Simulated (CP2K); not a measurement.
## ZrC: 6 runs along one coordinate

System: ZrC (2 atoms in the cell).
Method: Kohn-Sham DFT of a periodic cell, PBE, GTH-PBE with UZH-TZVP basis, no spin polarisation (CP2K 2026.2).

The 6 runs differ only in the geometry, by an even scaling of the cell at fixed fractional positions. The structure derives from an entry of the Crystallography Open Database.

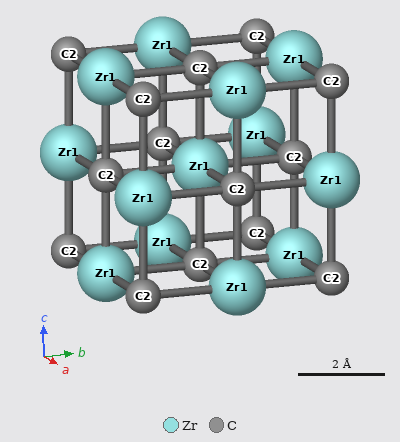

Figure 1. The structure of run 4 (ball-and-stick view of the cell 4 times as large as that of the calculation, set on its symmetry axes, seen slightly off an axis; atoms are numbered from 1 in the order of the input).

## Input of run 4
```
&GLOBAL
  PROJECT zrc_eos
  RUN_TYPE ENERGY_FORCE
  PRINT_LEVEL LOW
&END GLOBAL
&FORCE_EVAL
  METHOD QS
  STRESS_TENSOR ANALYTICAL
  &DFT
    BASIS_SET_FILE_NAME BASIS_MOLOPT_UZH
    POTENTIAL_FILE_NAME POTENTIAL_UZH
    WFN_RESTART_FILE_NAME previous-RESTART.kp
    &MGRID
      CUTOFF 450
      REL_CUTOFF 60
      NGRIDS 4
    &END MGRID
    &QS
      METHOD GPW
      EPS_DEFAULT 1.0E-10
    &END QS
    &KPOINTS
      SCHEME MONKHORST-PACK 10 10 10
      GAMMA_CENTERED T
      SYMMETRY T
      SYMMETRY_BACKEND SPGLIB
    &END KPOINTS
    &SCF
      SCF_GUESS RESTART
      EPS_SCF 1.0E-6
      MAX_SCF 100
      ADDED_MOS 13
      CHOLESKY OFF
      EPS_EIGVAL 1.0E-7
      &DIAGONALIZATION ON
        ALGORITHM STANDARD
      &END DIAGONALIZATION
      &MIXING ON
        METHOD BROYDEN_MIXING
        ALPHA 0.4
        BETA 1.5
        NBUFFER 8
      &END MIXING
      &SMEAR ON
        METHOD FERMI_DIRAC
        ELECTRONIC_TEMPERATURE [K] 580.226
      &END SMEAR
    &END SCF
    &XC
      &XC_FUNCTIONAL
        &GGA_X_PBE
        &END GGA_X_PBE
        &GGA_C_PBE
        &END GGA_C_PBE
      &END XC_FUNCTIONAL
    &END XC
    &PRINT
      &KPOINTS ON
      &END KPOINTS
      &MULLIKEN ON
      &END MULLIKEN
      &MO ON
        ENERGIES T
        OCCUPATION_NUMBERS T
        &EACH
          QS_SCF 0
        &END EACH
        ADD_LAST NUMERIC
      &END MO
    &END PRINT
  &END DFT
  &SUBSYS
    &CELL
      ABC 3.3667654892 3.3667654892 3.3667654893
      ALPHA_BETA_GAMMA 60.0000000012 60.0000000005 59.9999999997
      PERIODIC XYZ
    &END CELL
    &COORD
      SCALED
      Zr  0.5000000000 0.5000000000 0.5000000000
      C   0.0000000000 0.0000000000 0.0000000000
    &END COORD
    &KIND Zr
      BASIS_SET TZVP-MOLOPT-PBE-GTH-q12
      POTENTIAL GTH-PBE-q12
    &END KIND
    &KIND C
      BASIS_SET TZVP-MOLOPT-PBE-GTH-q4
      POTENTIAL GTH-PBE-q4
    &END KIND
    &PRINT
      &ATOMIC_COORDINATES ON
      &END ATOMIC_COORDINATES
      &CELL ON
      &END CELL
    &END PRINT
  &END SUBSYS
  &PRINT
    &FORCES ON
    &END FORCES
    &STRESS_TENSOR ON
    &END STRESS_TENSOR
  &END PRINT
&END FORCE_EVAL
```

Command:
```bash
OMP_NUM_THREADS=1 cp2k.psmp -i zrc_eos.inp -o zrc_eos.out
```

Lattice vectors (Å) and fractional positions of run 4:
```
   3.366765    0.000000    0.000000
   1.683383    2.915704    0.000000
   1.683383    0.971901    2.748953
Zr  0.500000  0.500000  0.500000
C   0.000000  0.000000  0.000000
```

Run 3 has the same physical settings and fractional positions; its lattice vectors (Å) are:
```
   3.322167    0.000000    0.000000
   1.661084    2.877081    0.000000
   1.661084    0.959027    2.712538
```

## Results, with one run withheld

| run | volume per atom (Å³) | free energy per atom, from the lowest run given (meV) | pressure (GPa) |
| --- | --- | --- | --- |
| 1 | 12.434 | 25.47 | 14.14 |
| 2 | 12.699 | 6.80 | 8.56 |
| 3 | 12.963 | ? | ? |
| 4 | 13.493 | 0.00 | −5.12 |
| 5 | 13.757 | 11.56 | −8.82 |
| 6 | 14.022 | 28.93 | −12.16 |

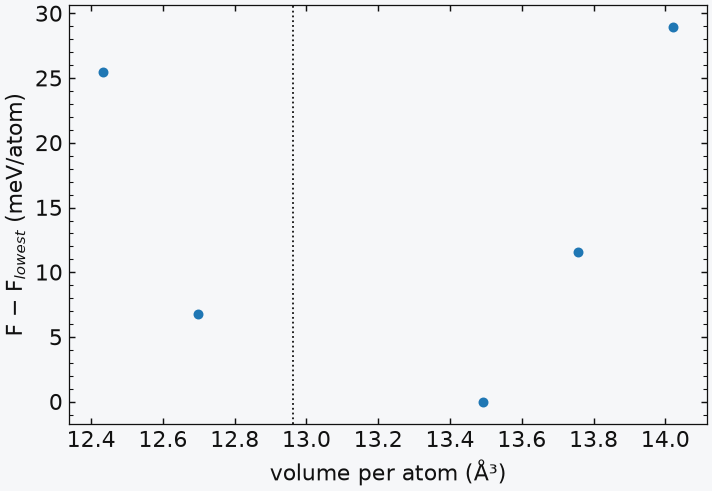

Figure 2. Free energy per atom of the runs given; the dotted line marks run 3.

Fit the runs given and predict run 3.

A cubic polynomial in V^(−2/3) (the Birch–Murnaghan form), fitted to the 5 runs given, misses them by at most 0.02 meV per atom. With x = V^(−2/3) − 0.17852 Å⁻², it reads F = −4.879 − 1038.6 x + 6.3106e+05 x² + 1.2401e+05 x³ (meV per atom). At run 3 it gives −3.09 meV per atom, and the run itself gives −3.11. The slope of the fit gives a pressure −dF/dV of 3.53 GPa there, and the run prints 3.53 GPa. The fit has its minimum at 13.167 Å³ per atom, where V d²F/dV² gives 220 GPa: the bulk modulus at this level, since symmetry fixes the shape and the positions.

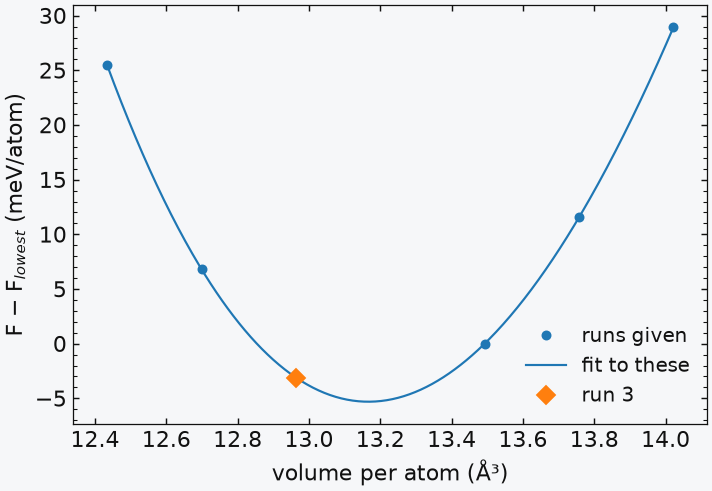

Figure 3. The fit and the withheld run.

## Some lines of the output (run 3)
```
[...]
 CELL_REF| Volume [angstrom^3]:                                        25.926835
                        Smear method:                                FERMI_DIRAC
  Step     Update method      Time    Convergence         Total energy    Change
  Fermi energy:                                                 0.44612331602047
  Total energy:                                               -52.40578623971003
  Total energy (extrapolated to T->0):                        -52.40574164894168
 MO| E(Fermi):            0.446123 a.u.         12.139633 eV
 MO| Band gap:            0.255071 a.u.          6.940840 eV
 MO| Band gap:            0.182847 a.u.          4.975531 eV
 MO| Band gap:            0.153011 a.u.          4.163652 eV
 MO| Band gap:            0.224828 a.u.          6.117887 eV
 MO| Band gap:            0.249399 a.u.          6.786492 eV
 MO| Band gap:            0.192852 a.u.          5.247766 eV
 MO| Band gap:            0.135615 a.u.          3.690277 eV
```
